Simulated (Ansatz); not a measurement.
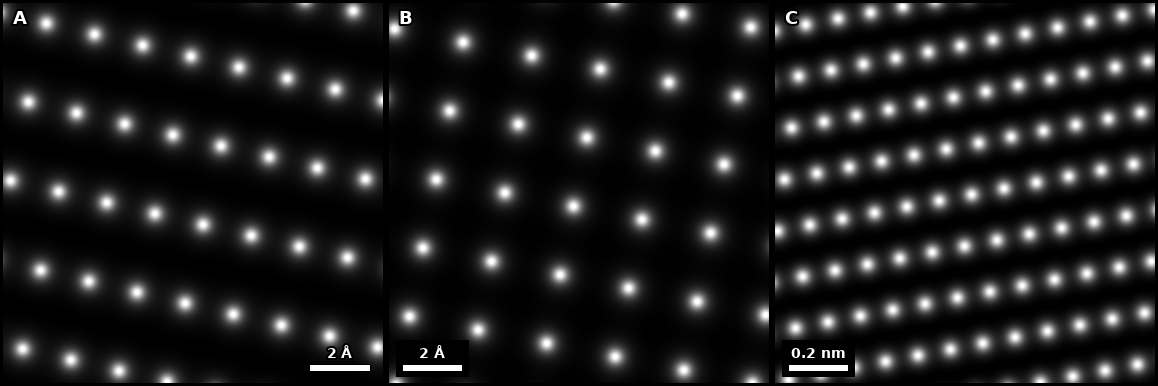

Three views of Sn (Fm-3m, No. 225) along different zone axes. Computed as the sum of neutral-atom potentials (tabulated electron scattering factors, B = 0.3 Å²) projected along the beam and smoothed by 0.25 Å; brighter is more positive. Structure: the geometry given to an electronic-structure calculation, possibly off equilibrium; the starting structure was generated, so it need not be a known form of this composition.

```cif
data_structure
_symmetry_space_group_name_H-M 'P 1'
_symmetry_Int_Tables_number 1
_cell_length_a 4.7800
_cell_length_b 4.7800
_cell_length_c 4.7800
_cell_angle_alpha 90.000
_cell_angle_beta 90.000
_cell_angle_gamma 90.000
_cell_volume 109.22
loop_
_atom_site_label
_atom_site_type_symbol
_atom_site_fract_x
_atom_site_fract_y
_atom_site_fract_z
_atom_site_occupancy
Sn1 Sn 0.00000 0.00000 0.00000 1
Sn2 Sn 0.00000 0.50000 0.50000 1
Sn3 Sn 0.50000 0.00000 0.50000 1
Sn4 Sn 0.50000 0.50000 0.00000 1
```

> Match the panels to the zone axes [001], [211] and [221].

A is [211]: projected cell 1.69 × 2.76 Å, 90°, plane group p2mm. B is [001]: projected cell 2.39 × 2.39 Å, 90°, plane group p4mm. C is [221]: projected cell 1.13 × 1.78 Å, 108°, plane group c2mm.
